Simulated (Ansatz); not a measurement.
Geometry relaxation of Ga5O8 (charge −3) (part 4 of 4)

The same run, continued: Ga5O8 (defect cell, 39 atoms in the cell, total charge −3); DFT PBE, scalar-relativistic, plane waves, PAW, spin-polarised (Ansatz 0.2.0); cutoff 420 eV, 2×2×2 k-mesh, Gaussian smearing of 0.02 eV, collinear spins. The structure derives from a Materials Project entry. It belongs to a series of runs on one base structure; here: V_Ga, charge -3, atoms relaxed at the host's cell.

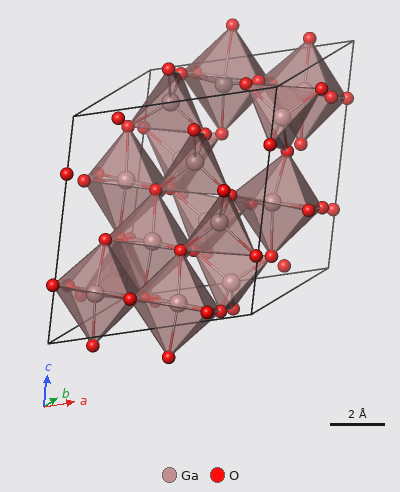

Fig. 1: The geometry at step 4 of the log (polyhedral view of the cell of the calculation, seen slightly off an axis; polyhedra are completed across the faces of the cell).

## Trajectory as extended XYZ, continued
```
39
Lattice="-4.8291 -1.5416 -5.7152 -6.2271 4.6249 -0.0062 1.3980 6.1665 -5.7089" Properties=species:S:1:pos:R:3:forces:R:3 step=3 energy=-70346.87031
Ga   -6.3362    3.1658   -7.5008   -0.0256  -0.0232  -0.0070
Ga   -1.4696    1.5452   -1.8303    0.0040  -0.0109  -0.0207
Ga   -6.3636    9.1557   -7.4894    0.0110   0.0262  -0.0654
Ga   -3.2899   -0.0068   -3.8956    0.0364   0.0295  -0.0464
Ga   -8.0711    7.6691   -9.5784    0.0253  -0.0304   0.0119
Ga   -3.2459    6.2056   -3.8818    0.0516   0.0113   0.0511
Ga   -3.2745    3.0890   -3.9019   -0.0010  -0.0153  -0.0138
Ga   -6.2191    4.6170   -4.6003   -0.0798  -0.0608   0.0167
Ga   -6.2511    1.5594   -4.5508    0.0081   0.0340  -0.0057
Ga   -4.8194    4.5944  -10.2531   -0.0417  -0.0032  -0.0018
Ga   -6.2472    7.7116   -4.5970    0.0020   0.0520   0.0260
Ga   -3.2968    1.5628   -6.9125   -0.0011  -0.0513   0.0185
Ga   -4.8064    4.6167   -1.1631    0.0130   0.0304  -0.0224
Ga   -3.4127    7.6635   -6.8838    0.0237   0.0347  -0.0191
Ga   -3.4248    4.6739   -6.8716    0.0170  -0.0334   0.0025
O    -4.3774    6.1769   -7.1490    0.0175  -0.0058   0.0099
O    -4.3746    3.0865   -7.1472   -0.0253   0.0311  -0.0331
O    -5.7496    6.1870   -1.4672   -0.0365  -0.0112  -0.0269
O    -5.8003    3.0620   -1.4466   -0.0203  -0.0315  -0.0137
O    -3.8591    6.1761   -9.9498   -0.0357  -0.0496  -0.0197
O    -3.7940    3.0622   -9.9686   -0.0140   0.0500   0.0062
O    -5.2397    6.1722   -4.2957   -0.0322  -0.0290  -0.0067
O    -5.2044    3.0705   -4.2170   -0.0135   0.0635  -0.0042
O    -7.5733    4.6902   -3.2451   -0.0186  -0.1089   0.0700
O    -6.2152    7.9375   -9.0466   -0.0332   0.0302   0.0467
O    -6.2043    4.3924   -9.0490   -0.0002  -0.0068  -0.0084
O    -1.3562    3.0368   -3.2236    0.0279   0.0783   0.0221
O    -8.3783    6.1575   -8.3454   -0.0293  -0.0170  -0.0094
O    -3.4810    4.5769   -2.4831    0.0640  -0.0090  -0.0252
O    -3.4398    1.5465   -2.5038   -0.0007   0.0051   0.0582
O    -2.0696    4.6672   -8.2099    0.0020   0.0204   0.0658
O    -2.8358    7.7219   -5.1122    0.0056  -0.0132   0.0162
O    -3.0518    4.6294   -5.0539    0.0445   0.0067  -0.0482
O    -2.9597    1.5343   -5.0855   -0.0404   0.0079   0.0253
O    -9.2949    3.0789   -5.0770    0.0241   0.0184   0.0175
O    -0.4016    6.1986   -6.3596   -0.0077  -0.0640  -0.0105
O    -6.9726    7.9338   -6.2255    0.0370  -0.0055   0.0029
O    -6.9383    4.3785   -6.2249    0.0391  -0.0033  -0.0267
O    -6.6513    1.5092   -6.3659    0.0039   0.0540  -0.0338
39
Lattice="-4.8291 -1.5416 -5.7152 -6.2271 4.6249 -0.0062 1.3980 6.1665 -5.7089" Properties=species:S:1:pos:R:3:forces:R:3 step=4 energy=-70346.87774
Ga   -6.3341    3.1658   -7.5034    0.0012  -0.0085  -0.0077
Ga   -1.4773    1.5431   -1.8305   -0.0028   0.0073   0.0042
Ga   -6.3575    9.1584   -7.4949   -0.0104  -0.0109   0.0138
Ga   -3.2977   -0.0098   -3.8963   -0.0102   0.0011   0.0041
Ga   -8.0704    7.6691   -9.5720   -0.0073  -0.0067   0.0079
Ga   -3.2451    6.2011   -3.8757   -0.0050   0.0134  -0.0036
Ga   -3.2727    3.0922   -3.9063    0.0081  -0.0001  -0.0091
Ga   -6.2416    4.6146   -4.6004    0.0140   0.0073  -0.0012
Ga   -6.2491    1.5668   -4.5515   -0.0008  -0.0126   0.0013
Ga   -4.8349    4.5968  -10.2580    0.0189  -0.0080   0.0042
Ga   -6.2311    7.7170   -4.5894   -0.0024   0.0133  -0.0139
Ga   -3.3140    1.5530   -6.9114    0.0153   0.0307  -0.0059
Ga   -4.7966    4.6175   -1.1648   -0.0098  -0.0156   0.0045
Ga   -3.4078    7.6664   -6.8792   -0.0120   0.0054   0.0078
Ga   -3.4208    4.6718   -6.8692   -0.0035  -0.0130  -0.0078
O    -4.3673    6.1778   -7.1471    0.0086  -0.0091  -0.0001
O    -4.3759    3.0884   -7.1507   -0.0196  -0.0045   0.0051
O    -5.7594    6.1762   -1.4715    0.0017   0.0029   0.0019
O    -5.7926    3.0639   -1.4502   -0.0002   0.0104  -0.0021
O    -3.8666    6.1740   -9.9573    0.0035   0.0093   0.0008
O    -3.7927    3.0773   -9.9641    0.0073  -0.0010  -0.0006
O    -5.2440    6.1604   -4.2934   -0.0064   0.0004  -0.0011
O    -5.2058    3.0821   -4.2227   -0.0011  -0.0054   0.0038
O    -7.5832    4.6726   -3.2355    0.0065   0.0017  -0.0075
O    -6.2146    7.9373   -9.0448    0.0064  -0.0065  -0.0017
O    -6.2067    4.3995   -9.0443    0.0002  -0.0002   0.0091
O    -1.3497    3.0417   -3.2239   -0.0026  -0.0018   0.0202
O    -8.3955    6.1537   -8.3450   -0.0001  -0.0069   0.0013
O    -3.4736    4.5770   -2.4894   -0.0057  -0.0034   0.0146
O    -3.4376    1.5515   -2.5003    0.0039   0.0008  -0.0081
O    -2.0691    4.6640   -8.2054    0.0115   0.0036   0.0010
O    -2.8382    7.7210   -5.1046    0.0049   0.0055   0.0004
O    -3.0242    4.6280   -5.0586   -0.0204  -0.0041   0.0011
O    -2.9757    1.5328   -5.0833    0.0106  -0.0095   0.0050
O    -9.2841    3.0814   -5.0768    0.0005   0.0067  -0.0202
O    -0.4161    6.1937   -6.3618    0.0148   0.0054  -0.0081
O    -6.9389    7.9274   -6.2259   -0.0159   0.0039  -0.0197
O    -6.9398    4.3847   -6.2345   -0.0013  -0.0033   0.0078
O    -6.6494    1.5156   -6.3683   -0.0004   0.0022  -0.0014
39
Lattice="-4.8291 -1.5416 -5.7152 -6.2271 4.6249 -0.0062 1.3980 6.1665 -5.7089" Properties=species:S:1:pos:R:3:forces:R:3 step=5 energy=-70346.87834
Ga   -6.3361    3.1641   -7.5042   -0.0015  -0.0015   0.0011
Ga   -1.4756    1.5440   -1.8296    0.0010   0.0005  -0.0008
Ga   -6.3592    9.1585   -7.4948    0.0019   0.0005  -0.0008
Ga   -3.2960   -0.0092   -3.8961    0.0006  -0.0005  -0.0015
Ga   -8.0695    7.6685   -9.5726   -0.0011  -0.0011   0.0001
Ga   -3.2459    6.2024   -3.8772   -0.0019   0.0008   0.0005
Ga   -3.2730    3.0916   -3.9055   -0.0019   0.0005  -0.0011
Ga   -6.2380    4.6149   -4.6008   -0.0012  -0.0002   0.0001
Ga   -6.2497    1.5656   -4.5509   -0.0004  -0.0008  -0.0012
Ga   -4.8310    4.5967  -10.2565   -0.0010   0.0027  -0.0018
Ga   -6.2355    7.7190   -4.5919    0.0007  -0.0018   0.0016
Ga   -3.3098    1.5555   -6.9109    0.0006  -0.0009  -0.0009
Ga   -4.8001    4.6169   -1.1647   -0.0009   0.0025  -0.0009
Ga   -3.4081    7.6666   -6.8797   -0.0008  -0.0049   0.0003
Ga   -3.4220    4.6696   -6.8707    0.0012   0.0024   0.0017
O    -4.3660    6.1770   -7.1482    0.0001   0.0009   0.0005
O    -4.3773    3.0867   -7.1504    0.0006   0.0003   0.0000
O    -5.7575    6.1789   -1.4709   -0.0001   0.0004   0.0000
O    -5.7947    3.0629   -1.4497   -0.0005   0.0004   0.0002
O    -3.8645    6.1749   -9.9563   -0.0014  -0.0009  -0.0010
O    -3.7916    3.0756   -9.9652   -0.0009  -0.0010  -0.0001
O    -5.2462    6.1640   -4.2951    0.0009   0.0010   0.0001
O    -5.2061    3.0801   -4.2204    0.0003  -0.0006   0.0002
O    -7.5809    4.6729   -3.2360   -0.0008   0.0004  -0.0010
O    -6.2145    7.9350   -9.0436   -0.0004   0.0022   0.0009
O    -6.2065    4.3976   -9.0461   -0.0003   0.0005   0.0007
O    -1.3506    3.0436   -3.2218    0.0021   0.0002  -0.0003
O    -8.3935    6.1532   -8.3457    0.0012   0.0029   0.0017
O    -3.4754    4.5765   -2.4877   -0.0007   0.0009   0.0012
O    -3.4365    1.5510   -2.5004   -0.0003  -0.0003   0.0020
O    -2.0683    4.6648   -8.2057   -0.0013  -0.0010  -0.0008
O    -2.8365    7.7215   -5.1057    0.0001  -0.0006  -0.0006
O    -3.0330    4.6279   -5.0580    0.0019   0.0004  -0.0021
O    -2.9711    1.5329   -5.0827    0.0008   0.0012  -0.0008
O    -9.2845    3.0817   -5.0776    0.0013  -0.0018   0.0008
O    -0.4100    6.1943   -6.3614   -0.0005  -0.0012   0.0000
O    -6.9484    7.9299   -6.2268    0.0002  -0.0009   0.0018
O    -6.9380    4.3835   -6.2338    0.0029   0.0000   0.0014
O    -6.6504    1.5151   -6.3673   -0.0004  -0.0014  -0.0010
```

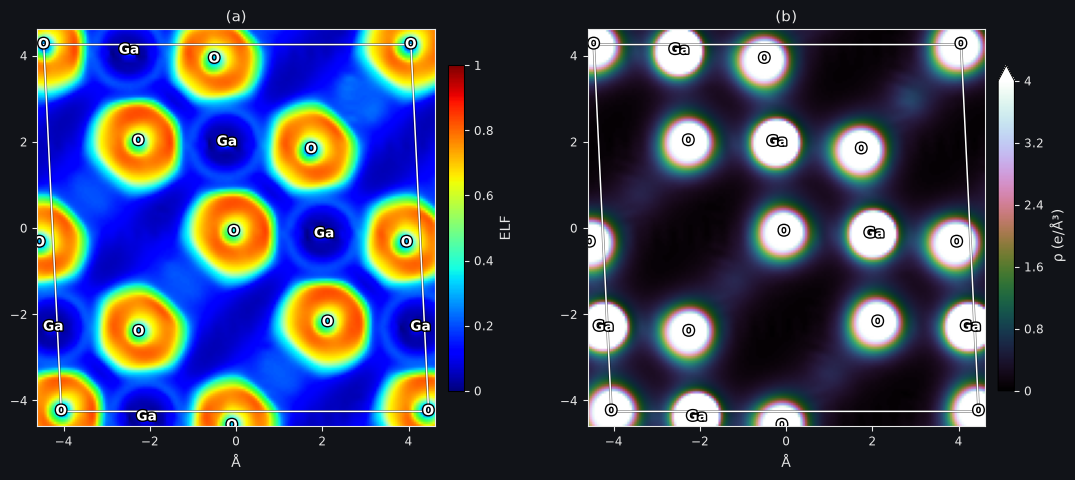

Fig. 2: (a) electron localisation function; (b) valence charge density (pseudo) on the (110) plane of the calculation cell. Ga–O (1.94 Å): the density is about 0.7 e/Å³ at the midpoint; the ELF is about 0.35 at the midpoint. Ga–O (1.98 Å): the density is about 0.63 e/Å³ at the midpoint; the ELF is about 0.30 at the midpoint. Ga–O (2.05 Å): the density is about 0.55 e/Å³ at the midpoint; the ELF is about 0.30 at the midpoint. Ga–O (2.10 Å): ρ is about 0.48 e/Å³ halfway; the ELF is about 0.30 at the midpoint. Away from the nuclei the density in this plane falls to 0.03 e/Å³ at its lowest. Core electrons are frozen (PAW), so the fields are smoothed inside the atomic spheres.

This output came from the following input.

## Input
```yaml
crystal:
  lattice:
    - [-4.8290928629, -1.5416333702, -5.7151521777]
    - [-6.2270640114, 4.6249001107, -0.0062293263]
    - [1.3979711485, 6.166533481, -5.7089228515]
  atoms:
    - { symbol: Ga, position: [0.900782581, 0.412727443, 0.418599701] }
    - { symbol: Ga, position: [0.1491723862, 0.1616984324, 0.1662943765] }
    - { symbol: Ga, position: [0.4046136657, 0.9103170841, 0.9133576882] }
    - { symbol: Ga, position: [0.5961799734, 0.0852909335, 0.0858306585] }
    - { symbol: Ga, position: [0.8422152717, 0.8284617098, 0.8310199146] }
    - { symbol: Ga, position: [0.0848855037, 0.584966218, 0.5891484094] }
    - { symbol: Ga, position: [0.3478265453, 0.3327060732, 0.3367766647] }
    - { symbol: Ga, position: [0.4674909006, 0.7139481979, 0.3298467341] }
    - { symbol: Ga, position: [0.7130036097, 0.4691306356, 0.0805351653] }
    - { symbol: Ga, position: [0.9662324721, 0.2137990313, 0.8275535085] }
    - { symbol: Ga, position: [0.2109837334, 0.9636217615, 0.5826706113] }
    - { symbol: Ga, position: [0.7821549121, 0.0265883227, 0.4266502549] }
    - { symbol: Ga, position: [0.0371451957, 0.7825146166, 0.1705790234] }
    - { symbol: Ga, position: [0.2823511625, 0.5311365035, 0.9191940196] }
    - { symbol: Ga, position: [0.5346222454, 0.2854845803, 0.6727170018] }
    - { symbol: O, position: [0.4957976197, 0.4916705727, 0.7594856006], spin: 0.333 }
    - { symbol: O, position: [0.7457154155, 0.2421943789, 0.5058561391] }
    - { symbol: O, position: [-0.000682789, 0.9869609353, 0.2600965131] }
    - { symbol: O, position: [0.2490971203, 0.7396964585, 0.0031556376] }
    - { symbol: O, position: [0.7428696451, 0.267761035, 0.9859487691] }
    - { symbol: O, position: [0.9974815588, 0.0015158846, 0.7494259776] }
    - { symbol: O, position: [0.2645682064, 0.745301337, 0.5051009017] }
    - { symbol: O, position: [0.4959320596, 0.5071410922, 0.24525031] }
    - { symbol: O, position: [0.4070685692, 0.9368715351, 0.156390229] }
    - { symbol: O, position: [0.6517152596, 0.6997912222, 0.9254474434], spin: 0.333 }
    - { symbol: O, position: [0.9397134818, 0.4097161715, 0.6405562485], spin: 0.333 }
    - { symbol: O, position: [0.163821219, 0.1787517069, 0.3998348467] }
    - { symbol: O, position: [0.8614124769, 0.8198922613, 0.5959735195], spin: 0.333 }
    - { symbol: O, position: [0.0946110901, 0.5621537113, 0.3447191746] }
    - { symbol: O, position: [0.3362619494, 0.3139592841, 0.0993572305] }
    - { symbol: O, position: [0.585757362, 0.0694530009, 0.8519376538] }
    - { symbol: O, position: [0.067127241, 0.5890410121, 0.8248777006] }
    - { symbol: O, position: [0.3246765576, 0.3503404952, 0.5671065576] }
    - { symbol: O, position: [0.5746959365, 0.103115853, 0.3148247154] }
    - { symbol: O, position: [0.8246593652, 0.8561017389, 0.0670017335] }
    - { symbol: O, position: [0.1732485877, 0.1445524405, 0.9380475652] }
    - { symbol: O, position: [0.4100720276, 0.9502033076, 0.6762330924], spin: 0.333 }
    - { symbol: O, position: [0.7028171957, 0.6610856136, 0.3912123955], spin: 0.333 }
    - { symbol: O, position: [0.926785073, 0.3932763816, 0.1841034167] }
  host:
    lattice:
      - [6.2270640114, -1.5416333702, 0.0062293263]
      - [6.2270640114, 1.5416333702, 0.0062293263]
      - [-1.3979711485, 0.0, 5.7089228515]
    atoms:
      - { symbol: Ga, position: [0.3414968573, 0.3414968573, 0.6858235543] }
      - { symbol: Ga, position: [0.6585031427, 0.6585031427, 0.3141764457] }
      - { symbol: Ga, position: [0.9100739588, 0.9100739588, 0.205272259] }
      - { symbol: Ga, position: [0.0899260412, 0.0899260412, 0.794727741] }
      - { symbol: O, position: [0.5039749256, 0.5039749256, 0.743311173] }
      - { symbol: O, position: [0.4960250744, 0.4960250744, 0.256688827] }
      - { symbol: O, position: [0.8263039782, 0.8263039782, 0.4356635088] }
      - { symbol: O, position: [0.1736960218, 0.1736960218, 0.5643364912] }
      - { symbol: O, position: [0.1635085074, 0.1635085074, 0.1092008536] }
      - { symbol: O, position: [0.8364914926, 0.8364914926, 0.8907991464] }
total_charge: -3
basis:
  ecutwfc: 420
  xc_grid: 2
kpoints:
  mp_grid: { grid: [2, 2, 2], shift: [0.5, 0.5, 0.5] }
hamiltonian:
  xc: pbe
scf:
  occupations: { method: gaussian, width: 0.02 }
  lower_state_search: "off"
output:
  forces: true
  stress: false
  eigenvalues: true
  populations: true
  charged_corrections:
    defect_position: [0.65096558, 0.66604071, 0.66321087]
    epsilon:
      - [11.4967, 0.0, -0.5625]
      - [0.0, 11.6406, 0.0]
      - [-0.5625, 0.0, 13.7955]
  write_density: true
  write_potential: true
  elf: true
  volumetric_format: npy
magnetization:
  spin_polarized: true
relax:
  adjacent_minimum: "off"
  f_tol: 0.03
  max_steps: 40
```

Launched with:
```bash
ansatz run input.yaml --threads 8 --pin off --max-ram 16384MiB --backend cpu --events-out ev --progress --plain --runs-dir out
```

## Results in brief

| quantity | value |
| --- | --- |
| outcome | converged |
| electrons treated | 342 |
| free energy | −70346.8783 eV |
| Fermi energy | 8.718 eV |
| gap on the k-point mesh | 2.67 eV |
| net moment of the cell | 0.00 μB |
| integrated absolute moment | 0.00 μB |
| final volume | 438.55 Å³ |
| largest force (length of the vector) at the end | 0.005 eV/Å |
| hardware | 8 threads of Arm Neoverse V2, 24 GiB of memory available, shared host |
| wall time | 1.7 min (CPU time 13 min) |
| peak memory | 3.5 GiB |

## Notes

Warnings of the run: some starting moments were not kept.
